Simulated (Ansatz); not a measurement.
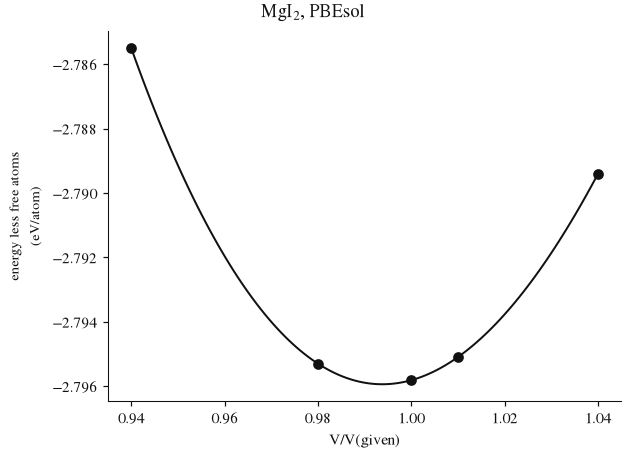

The picture above shows the energy less free atoms against V/V(given) for MgI₂, space group P-3m1 (No. 164).

Starting cell:
```cif
data_structure
_symmetry_space_group_name_H-M 'P 1'
_symmetry_Int_Tables_number 1
_cell_length_a 4.1537
_cell_length_b 4.1537
_cell_length_c 6.8620
_cell_angle_alpha 90.000
_cell_angle_beta 90.000
_cell_angle_gamma 120.000
_cell_volume 102.53
loop_
_atom_site_label
_atom_site_type_symbol
_atom_site_fract_x
_atom_site_fract_y
_atom_site_fract_z
_atom_site_occupancy
Mg1 Mg 0.00000 0.00000 0.00000 1
I1 I 0.33333 0.66667 0.75763 1
I2 I 0.66667 0.33333 0.24237 1
```

Calculation (Ansatz 0.2.0): periodic Kohn-Sham DFT of a crystal at fixed atoms, scaled to the stated factor times the given cell; pressure positive in compression, energy less spherical unpolarised free atoms. Level: PBEsol.

- method: all-electron LAPW
- relativity: scalar
- k mesh: 7×7×4
- occupations: Fermi–Dirac
- smearing width: 0.03 eV
- basis error target: 1 (meV/atom)
- nucleus: Gaussian

V(given) is 34.18 Å³/atom.

From this curve and the settings, what does the calculation give for the pressure at the same points?

The pressure falls from 1.923 GPa at V/V(given) 0.94 to −1.259 GPa at 1.04, and changes sign near 0.99.

| V/V(given) | pressure (GPa) |
| --- | --- |
| 0.94 | 1.923 |
| 0.98 | 0.438 |
| 1.00 | −0.191 |
| 1.01 | −0.480 |
| 1.04 | −1.259 |

Note: no spin-orbit coupling on heavy atoms; shape and atomic fractions are frozen while scaling, which makes layered, chain and framework solids too stiff.
